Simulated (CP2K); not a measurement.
**Energy of TiTe2 along an even scaling of the cell**

System: TiTe2 (3 atoms in the cell).
Method: Kohn-Sham DFT of a periodic cell, PBE, GTH-PBE with UZH-TZVP basis, no spin polarisation (CP2K 2026.2).

The 6 runs differ only in the geometry, by an even scaling of the cell at fixed fractional positions. The structure derives from an entry of the Crystallography Open Database.

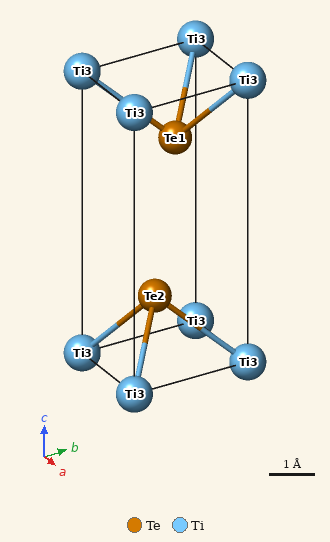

Figure 1. The structure of run 4 (ball-and-stick view of the cell of the calculation, seen slightly off an axis; atoms are numbered from 1 in the order of the input).

### Input of run 4
```
&GLOBAL
  PROJECT tite2_eos
  RUN_TYPE ENERGY_FORCE
  PRINT_LEVEL LOW
&END GLOBAL
&FORCE_EVAL
  METHOD QS
  STRESS_TENSOR ANALYTICAL
  &DFT
    BASIS_SET_FILE_NAME BASIS_MOLOPT_UZH
    POTENTIAL_FILE_NAME POTENTIAL_UZH
    WFN_RESTART_FILE_NAME previous-RESTART.kp
    &MGRID
      CUTOFF 450
      REL_CUTOFF 60
      NGRIDS 4
    &END MGRID
    &QS
      METHOD GPW
      EPS_DEFAULT 1.0E-10
    &END QS
    &KPOINTS
      SCHEME MONKHORST-PACK 8 8 4
      GAMMA_CENTERED T
      SYMMETRY T
      SYMMETRY_BACKEND SPGLIB
    &END KPOINTS
    &SCF
      SCF_GUESS RESTART
      EPS_SCF 1.0E-6
      MAX_SCF 100
      ADDED_MOS 15
      CHOLESKY OFF
      EPS_EIGVAL 1.0E-7
      &DIAGONALIZATION ON
        ALGORITHM STANDARD
      &END DIAGONALIZATION
      &MIXING ON
        METHOD BROYDEN_MIXING
        ALPHA 0.4
        BETA 1.5
        NBUFFER 8
      &END MIXING
      &SMEAR ON
        METHOD FERMI_DIRAC
        ELECTRONIC_TEMPERATURE [K] 580.226
      &END SMEAR
    &END SCF
    &XC
      &XC_FUNCTIONAL PBE
      &END XC_FUNCTIONAL
    &END XC
    &PRINT
      &KPOINTS ON
      &END KPOINTS
      &MULLIKEN ON
      &END MULLIKEN
      &MO ON
        ENERGIES T
        OCCUPATION_NUMBERS T
        &EACH
          QS_SCF 0
        &END EACH
        ADD_LAST NUMERIC
      &END MO
    &END PRINT
  &END DFT
  &SUBSYS
    &CELL
      ABC 3.8020139740 3.8020139740 6.5410343667
      ALPHA_BETA_GAMMA 90.0000000000 90.0000000000 120.0000000002
      PERIODIC XYZ
    &END CELL
    &COORD
      Te  -0.0000000002 2.1950937914 4.8220505351
      Te  1.9010069872 1.0975468956 1.7189838316
      Ti  0.0000000000 0.0000000000 0.0000000000
    &END COORD
    &KIND Te
      BASIS_SET TZVP-MOLOPT-PBE-GTH-q6
      POTENTIAL GTH-PBE-q6
    &END KIND
    &KIND Ti
      BASIS_SET TZVP-MOLOPT-PBE-GTH-q12
      POTENTIAL GTH-PBE-q12
    &END KIND
    &PRINT
      &ATOMIC_COORDINATES ON
      &END ATOMIC_COORDINATES
      &CELL ON
      &END CELL
      &SYMMETRY ON
      &END SYMMETRY
    &END PRINT
  &END SUBSYS
  &PRINT
    &FORCES ON
    &END FORCES
    &STRESS_TENSOR ON
    &END STRESS_TENSOR
  &END PRINT
&END FORCE_EVAL
```

Command:
```bash
OMP_NUM_THREADS=1 cp2k.psmp -i tite2_eos.inp -o tite2_eos.out
```

Run 3 has the same physical settings and fractional positions; its lattice vectors (Å) are:
```
   3.751650    0.000000    0.000000
  -1.875825    3.249024    0.000000
   0.000000    0.000000    6.454388
```

### Results, with one run withheld

```csv
run,volume per atom (Å³),"free energy per atom, from the lowest run given (meV)",pressure (GPa)
1,25.154,44.03,6.59
2,25.689,25.05,4.81
3,26.225,?,?
4,27.295,0.00,0.43
5,27.830,0.59,−0.76
6,28.365,4.96,−1.84
```

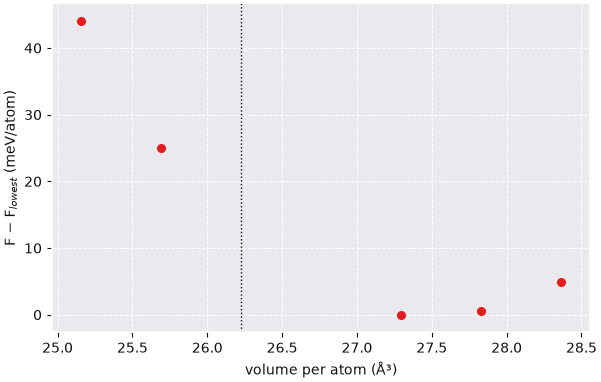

Figure 2. Free energy per atom of the runs given; the dotted line marks run 3.

Estimate the energy of run 3 from the others.

A cubic polynomial in V^(−2/3) (the Birch–Murnaghan form), fitted to the 5 runs given, misses them by at most 0.01 meV per atom. With x = V^(−2/3) − 0.11161 Å⁻², it reads F = 2.9439 + 3558.8 x + 9.9441e+05 x² + 1.1397e+06 x³ (meV per atom). At run 3 it gives 11.73 meV per atom, and the run itself gives 11.88. The slope of the fit gives a pressure −dF/dV of 3.19 GPa there, and the run prints 3.19 GPa. The fit has its minimum at 27.479 Å³ per atom, where V d²F/dV² gives 61.8 GPa. Cell shape and fractional positions are held, so this is the stiffness under even scaling; the relaxed bulk modulus wasn't computed and can be far lower in a crystal of layers, chains or molecules like this one.

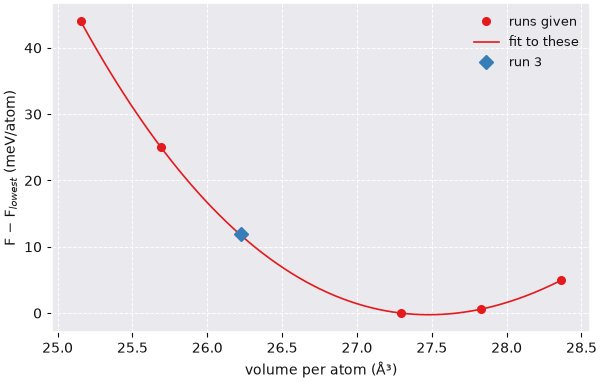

Figure 3. The fit and the withheld run.

### Some lines of the output (run 3)
```
[...]
 CELL| Volume [angstrom^3]:                                            78.673846
 CELL_REF| Volume [angstrom^3]:                                        78.673846
                        Smear method:                                FERMI_DIRAC
  Step     Update method      Time    Convergence         Total energy    Change
  Fermi energy:                                                 0.23698579020631
  Total energy:                                               -74.47001400486249
  Total energy (extrapolated to T->0):                        -74.46980958598625
 MO| E(Fermi):            0.236986 a.u.          6.448711 eV
 MO| Band gap:            0.103354 a.u.          2.812409 eV
 MO| Band gap:            0.119506 a.u.          3.251921 eV
```
